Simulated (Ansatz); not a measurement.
Band-structure calculation of W (part 1 of 2)

- system: W (slab, 5 atoms in the cell)
- method: DFT PBE, spin-orbit coupling, plane waves, PAW (Ansatz 0.2.0)

It belongs to a series of runs on one base structure; here: bands of the relaxed slab with spin-orbit coupling.

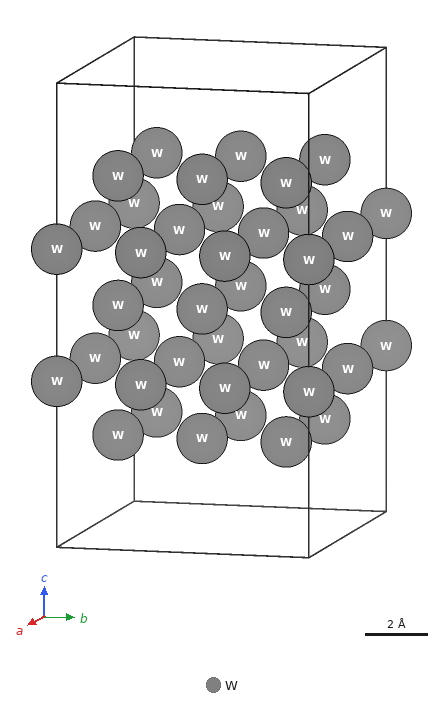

Fig. 1: The structure (spheres-only view of the 2 × 3 repeat of the cell, with the vacuum cut short, seen slightly off an axis).

The input
```yaml
crystal:
  lattice:
    - [2.7570339078, 0.0, 0.0]
    - [-0.9190113026, 2.5993564963, 0.0]
    - [0.0, 0.0, 24.004435037]
  atoms:
    - { symbol: W, position: [0.5, 0.5, 0.3156987569] }
    - { symbol: W, position: [0.0, 0.0, 0.4060198311] }
    - { symbol: W, position: [0.5, 0.5, 0.4999999976] }
    - { symbol: W, position: [0.0, 0.0, 0.5939801708] }
    - { symbol: W, position: [0.5, 0.5, 0.6843012437] }
basis:
  ecutwfc: 420
kpoints:
  mp_grid: { grid: [13, 13, 1] }
  band_path:
    path: [[0.5, 0, 0], [0, 0, 0], [0, 0.5, 0], [0.5, 0.5, 0], [0, 0, 0]]
    npoints: 12
hamiltonian:
  xc: pbe
scf:
  occupations: { method: gaussian, width: 0.1 }
  n_extra_bands: 32
output:
  forces: true
  eigenvalues: true
  populations: true
  fatbands: true
  write_density: true
  write_potential: true
  elf: true
  volumetric_format: npy
magnetization:
  noncollinear: true
  spin_orbit: true
efield:
  axis: 3
  dipole_correction: true
  ramp_width: 0.04
```

Launched with:
```bash
ansatz run input.yaml --threads 2 --pin off --max-ram 5632MiB --backend cpu --events-out ev --progress --plain --runs-dir out
```

Log
```
scf.n_extra_bands = 32 over 70 filled bands (N_el = 70.0): the run solves 102 bands
Engine: ansatz 0.2.0, aarch64-unknown-linux-gnu
Pseudopotentials: kind: paw_fr
Pseudopotential: W, paw_fr, valence charge 14, recommended cutoff 420 eV (normal), W.paw.azcp#standard-fr
Functional definition: PBE
  parameter kappa = 0.804
  parameter beta = 0.06672455060314922
  exchange = pbe_x(kappa = kappa, mu = beta*pi^2/3)
  correlation = pbe_c(beta = beta)
non-collinear run that drives no moment, with spin-orbit: no starting moment large enough to seed its density (crystal.atoms[].spin), no starting occupations that ask for one, no magnetisation constraint and no magnetic field, so the semilocal B_xc is pinned to zero
Crystal: 5 atoms, lattice volume = 172.028 Å³
Basis set: ecut = 420 eV, 3415 PW (Γ), exchange–correlation on 40×40×324 points (8 copies of the dense FFT grid, shifted against one another)
Bands: 102, of which v1, the nominal top of the filled ones, is band 70 counted from 1 (69 counted from 0)
Symmetry: 4 space group operations + 4 with time reversal
k-points: 49 of 169
Projection manifold: j_resolved (fully-relativistic pseudo-atomic orbitals)
Non-local potential: W, projectors of the file, l = 0: 3, l = 1: 4, l = 2: 4, l = 3: 2
PAW form: soft (Blöchl's): semilocal exchange-correlation on the pseudo side does not see the compensation charge
PAW one-centre angular grid: W, 590 points (default); XC on 64 Gauss nodes
Initial density: superposition of atomic densities (neutral atoms: chi_scale 0, normalization atom)
Initial wavefunctions: pseudopotential atomic-orbital guess
Functional: x = pbe(κ = 0.804, μ = 0.2195149727645171), c = pbe(β = 0.06672455060314922)
SCF iter   1: F=—  HF=-52046.370471 eV  |F-HF|=—  |Δ(HF+E_count)|=         —  Δρ=4.54e-2  dr2=1.41e1  dr2_m=0.00e0 (ungated)  ethr=3.10e-3  |M|=0.00e0 ∫|m|=0.00e0 μB  |m|>n=0.0e0 m-floor=0.0e0 τ_xc=0.0e0  β_m=1.00  p=0.000 e·Å  D=3.00e-13 V/Å  ΔV_dip=-0.00 eV  dr2_dipole=8.39e-6  V_vac-E_F(+/−)=7.12/7.12 eV  ⟨swp⟩=8.5  Hψ=29275  notcnv=0  defer=259
efield: sawtooth ramp at fractional position 0.9800 (placed from the atoms, in the widest stretch of the axis that holds none; the zero of the levels goes with the place), width 0.0400; the density the first Hamiltonian is built on has a dipole p = 0.000 e·Å; the dipole correction subtracts the counter field D = 3.00e-13 V/Å, which shifts the + side's vacuum level by -0.00 eV against the − side's; the planar-averaged density in the ramp window peaks in size at 8.1e-7 e/Å³
preconditioner: auto → LDOS  [metal: Δε(μ)=0.048 eV  Ē_g=6.920 eV  σ=0.100 eV  W_gap=0.26  n_scr=16 (ndim 8)  ℏωp=15.5 eV  f_vac=0.462  D(μ)=2.77/eV (n_scr^D=12)  β→1.0]
spin=Noncollinear: LDOS preconditioning applied to the charge; magnetization (m_x, m_y, m_z) channels mix plain (no charge-response kernel on spin).
SCF iter   2: F=—  HF=-52045.424708 eV  |F-HF|=—  |Δ(HF+E_count)|=   9.46e-1  Δρ=2.88e-2  dr2=7.17e0  dr2_m=0.00e0 (ungated)  ethr=3.10e-3  |M|=0.00e0 ∫|m|=0.00e0 μB  |m|>n=0.0e0 m-floor=0.0e0 τ_xc=0.0e0  β_m=0.81  p=0.000 e·Å  D=2.08e-4 V/Å  ΔV_dip=-0.00 eV  dr2_dipole=9.82e-5  V_vac-E_F(+/−)=4.01/4.01 eV  ⟨swp⟩=4.0  Hψ=10599  notcnv=0  defer=1198
SCF iter   3: F=—  HF=-52044.543942 eV  |F-HF|=—  |Δ(HF+E_count)|=   8.81e-1  Δρ=6.03e-3  dr2=2.23e-1  dr2_m=0.00e0 (ungated)  ethr=3.10e-3  |M|=0.00e0 ∫|m|=0.00e0 μB  |m|>n=0.0e0 m-floor=0.0e0 τ_xc=0.0e0  β_m=0.76  p=0.000 e·Å  D=4.44e-5 V/Å  ΔV_dip=-0.00 eV  dr2_dipole=2.59e-6  V_vac-E_F(+/−)=5.22/5.22 eV  ⟨swp⟩=3.9  Hψ=10477  notcnv=0  defer=1200
SCF iter   4: F=—  HF=-52044.513844 eV  |F-HF|=—  |Δ(HF+E_count)|=   3.01e-2  Δρ=1.71e-3  dr2=6.64e-3  dr2_m=0.00e0 (ungated)  ethr=3.18e-4  |M|=0.00e0 ∫|m|=0.00e0 μB  |m|>n=0.0e0 m-floor=0.0e0 τ_xc=0.0e0  β_m=0.78  p=0.000 e·Å  D=1.85e-5 V/Å  ΔV_dip=-0.00 eV  dr2_dipole=1.26e-7  V_vac-E_F(+/−)=4.95/4.95 eV  ⟨swp⟩=2.3  Hψ=6292  notcnv=0  defer=1194
SCF iter   5: F=—  HF=-52044.514746 eV  |F-HF|=—  |Δ(HF+E_count)|=   9.02e-4  Δρ=5.60e-4  dr2=7.13e-4  dr2_m=0.00e0 (ungated)  ethr=9.49e-6  |M|=0.00e0 ∫|m|=0.00e0 μB  |m|>n=0.0e0 m-floor=0.0e0 τ_xc=0.0e0  β_m=0.79  p=0.000 e·Å  D=6.18e-6 V/Å  ΔV_dip=-0.00 eV  dr2_dipole=2.66e-10  V_vac-E_F(+/−)=4.86/4.86 eV  ⟨swp⟩=2.8  Hψ=7470  notcnv=0  defer=1194
SCF iter   6: F=—  HF=-52044.514854 eV  |F-HF|=—  |Δ(HF+E_count)|=   1.08e-4  Δρ=1.60e-4  dr2=1.44e-4  dr2_m=0.00e0 (ungated)  ethr=1.02e-6  |M|=0.00e0 ∫|m|=0.00e0 μB  |m|>n=0.0e0 m-floor=0.0e0 τ_xc=0.0e0  β_m=0.79  p=0.000 e·Å  D=2.02e-6 V/Å  ΔV_dip=-0.00 eV  dr2_dipole=1.78e-9  V_vac-E_F(+/−)=4.83/4.83 eV  ⟨swp⟩=2.7  Hψ=7036  notcnv=0  defer=1194
SCF iter   7: F=—  HF=-52044.514865 eV  |F-HF|=—  |Δ(HF+E_count)|=   1.16e-5  Δρ=5.75e-5  dr2=1.10e-5  dr2_m=0.00e0 (ungated)  ethr=2.06e-7  |M|=0.00e0 ∫|m|=0.00e0 μB  |m|>n=0.0e0 m-floor=0.0e0 τ_xc=0.0e0  β_m=0.76  p=0.000 e·Å  D=1.72e-6 V/Å  ΔV_dip=-0.00 eV  dr2_dipole=5.12e-11  V_vac-E_F(+/−)=4.81/4.81 eV  ⟨swp⟩=2.6  Hψ=5812  notcnv=0  defer=1194
SCF iter   8: F=—  HF=-52044.515133 eV  |F-HF|=—  |Δ(HF+E_count)|=   2.67e-4  Δρ=1.59e-5  dr2=6.04e-7  dr2_m=0.00e0 (ungated)  ethr=1.58e-8  |M|=0.00e0 ∫|m|=0.00e0 μB  |m|>n=0.0e0 m-floor=0.0e0 τ_xc=0.0e0  β_m=0.82  p=0.000 e·Å  D=7.43e-7 V/Å  ΔV_dip=-0.00 eV  dr2_dipole=8.02e-12  V_vac-E_F(+/−)=4.81/4.81 eV  ⟨swp⟩=3.0  Hψ=8713  notcnv=0  defer=1194
SCF iter   9: F=—  HF=-52044.515133 eV  |F-HF|=—  |Δ(HF+E_count)|=   4.66e-7  Δρ=6.34e-6  dr2=1.28e-7  dr2_m=0.00e0 (ungated)  ethr=1.43e-10  |M|=0.00e0 ∫|m|=0.00e0 μB  |m|>n=0.0e0 m-floor=0.0e0 τ_xc=0.0e0  β_m=0.77  p=0.000 e·Å  D=6.63e-8 V/Å  ΔV_dip=-0.00 eV  dr2_dipole=5.26e-13  V_vac-E_F(+/−)=4.80/4.80 eV  ⟨swp⟩=25.7  Hψ=51356  notcnv=0
SCF iter  10: F=-52044.515133 eV  HF=-52044.515133 eV  |F-HF|=1.26e-8  |Δ(HF+E_count)|=   5.24e-8  Δρ=1.97e-6  dr2=7.98e-9  dr2_m=0.00e0 (ungated)  ethr=1.43e-10  |M|=0.00e0 ∫|m|=0.00e0 μB  |m|>n=0.0e0 m-floor=0.0e0 τ_xc=0.0e0  p=0.000 e·Å  D=1.36e-7 V/Å  ΔV_dip=-0.00 eV  dr2_dipole=6.58e-12  V_vac-E_F(+/−)=4.80/4.80 eV  ⟨swp⟩=12.6  Hψ=30404  notcnv=0
SCF 1 converged in 10 iterations: F = -52044.515133 eV  dr2 = 7.98e-9
  greatest PAW one-centre occupation: 1.000 electrons in one spin orbital (limit 2), on the W atom at site 4 (counted from 0), in its partial waves of l = 0
```

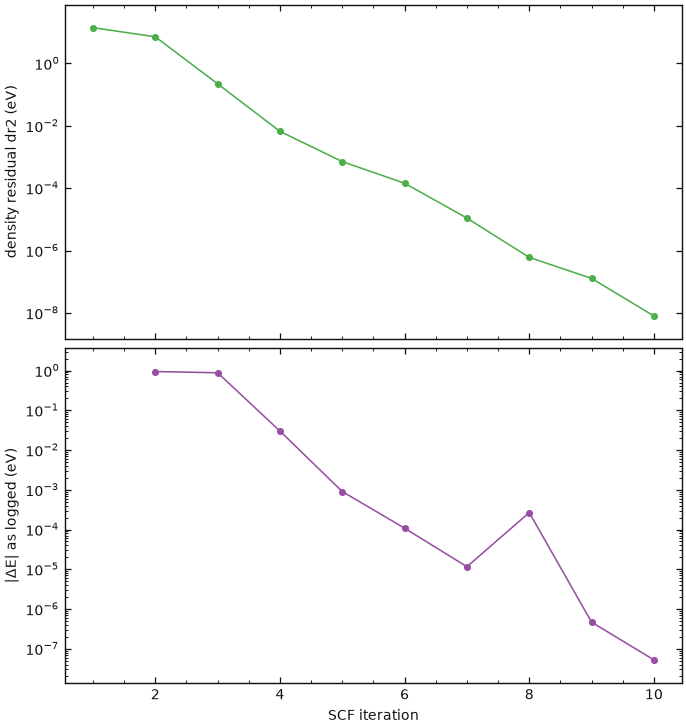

Fig. 2: Convergence of the self-consistent field: density residual dr2 and size of the energy change against the SCF iteration. The residual falls at every step.

```
NSCF: frozen V_eff on 49 k-points
efield: sawtooth ramp at fractional position 0.9800 (kept from the solve that this one continues, or follows in the run), width 0.0400; the density the first Hamiltonian is built on has a dipole p = 0.000 e·Å; the dipole correction subtracts the counter field D = 1.36e-7 V/Å, which shifts the + side's vacuum level by -0.00 eV against the − side's; the planar-averaged density in the ramp window peaks in size at 1.3e-6 e/Å³
WARN: The output density's exchange-correlation potential varies sharply where the density is thin. Do not read a vacuum level from v_tot or v_xc, or from such a field of the output density. On a cell that repeats whose density bears no net charge and no dipole along the vacuum's axis use v_es (v_loc + v_h of the components); under efield.dipole_correction with no amplitude use v_es + v_field, which holds any external_charges[].barrier, or the levels of the report's work_function block, which leave it out; under a non-zero efield.amplitude the vacuum is tilted and has no level; on a cell that repeats and bears such a dipole with no correction it is tilted too, and efield.dipole_correction with no amplitude gives each side of its ramp a level where efield: is served; in a cell that repeats whose density bears a net charge (total_charge, or a fill off its count) it is curved and has none; of a slab under crystal.periodic whose density bears no net charge use v_es, which has a level on each side, short of where the two are joined; of another it falls or rises all the way out and has none; of a slab beside external_charges read slab_vacuum_level instead, which it has where they leave it neutral. The grid or the basis barely resolves most such structure, and the values can differ between equally converged runs; as a rule a tighter scf.convergence.dr2_threshold does not remove it. Where the density itself ripples (under the LDA too) a higher basis.ecutwfc lessens it. The files hold the spikes' plane waves up to the density's cutoff. Files: v_tot_of_output_density and the like, and their columns of v_z.tsv (output.write_potential); v_xc_of_output_density and the like, and their columns of v_comp_z.tsv (output.write_potential_components). Measured: with its Gaussian average of σ = 0.25 Å subtracted twice, the exchange-correlation potential is over 0.1 eV at 404 of the grid points where the equally averaged density (valence and model cores) is under 1e-3 e/Å³, and 0.722 eV at the most among them, at an averaged density of 5.8e-8 e/Å³. The input density's (outcome.potential() and, of a run that writes arrays, v_tot and v_xc) is over 0.1 eV, so measured, at 32 points of its own thin density, 0.189 eV at the most. See output.write_potential in the manual, Limitations
SCF converged after 10 iterations
Magnetization: |M| = 0.0000 μB,  M = (+0.0000, +0.0000, +0.0000) μB
Absolute magnetization: 0.0000 μB (∫|m|)
  site 0: m = (+0.0000, +0.0000, +0.0000) μB, |m| = 0.0000 μB  (R = 1.11 Å)
  site 1: m = (+0.0000, +0.0000, +0.0000) μB, |m| = 0.0000 μB  (R = 1.11 Å)
  site 2: m = (+0.0000, +0.0000, +0.0000) μB, |m| = 0.0000 μB  (R = 1.14 Å)
  site 3: m = (+0.0000, +0.0000, +0.0000) μB, |m| = 0.0000 μB  (R = 1.11 Å)
  site 4: m = (+0.0000, +0.0000, +0.0000) μB, |m| = 0.0000 μB  (R = 1.11 Å)
Free energy (F): -52044.515133 eV
Harris-Foulkes:  -52044.515133 eV  (|F-HF|=1.26e-8)
Internal energy: -52044.498494 eV  (E = F + TS)
E sigma→0 (E₀):  -52044.506813 eV
Entropy (-TS):   -0.016639 eV (-3.328 meV/atom)
Fermi energy:    7.914362 eV
Dipole field:    D = -0.000004 V/Å  (p = -0.000003 e·Å, saw-weighted, corrected)
Work function:   Φ+ = 4.8029 eV   Φ− = 4.8029 eV
Levels:          The Fermi level and band energies are counted from a zero that moves with the ramp; work functions are not
--- Per-component energies (eV) ---
  E_band       = -1440.682221
  E_kinetic    = 2240.990236
  E_local      = -75954.243851  (includes V_loc(G=0)·N_el)
  E_nonlocal   = -18.615348
  E_hartree    = 37048.489656
  E_xc         = -1328.523151
  E_vxc        = -1187.239431  (∫ρ·V_xc dr)
  E_paw        = -42916.022116  (= ΣΔE_a)
  E_vpaw       = -618.543534  (= ΣTr[D̂ρ^β])
  E_aug_tail   = -0.000311  (compensation charges beyond the density's cutoff)
  E_efield     = 0.000000  (sawtooth field / dipole correction)
  E_vefield    = 0.000000  (∫n·V_field dr)
  E_ewald      = 28883.426391
  E_smearing   = -0.016639  (= −TS)
  E_closure    = 0.000000  (closes the sum)
  Σ components = -52044.515133   (vs F -52044.515133, Δ=0.00e0)
--- Forces (eV/Å), atoms counted from 1 ---
  atom   1  W      0.00000000    -0.00000000    -0.06993626
  atom   2  W     -0.00000000     0.00000000     0.03172123
  atom   3  W      0.00000000     0.00000000     0.00001398
  atom   4  W      0.00000000    -0.00000000    -0.03174221
  atom   5  W      0.00000000     0.00000000     0.06994647
  max |Σ_I F_I| component: 3.20e-6 eV/Å
--- Band table (eV; the first three rows and the last of 49) ---
```
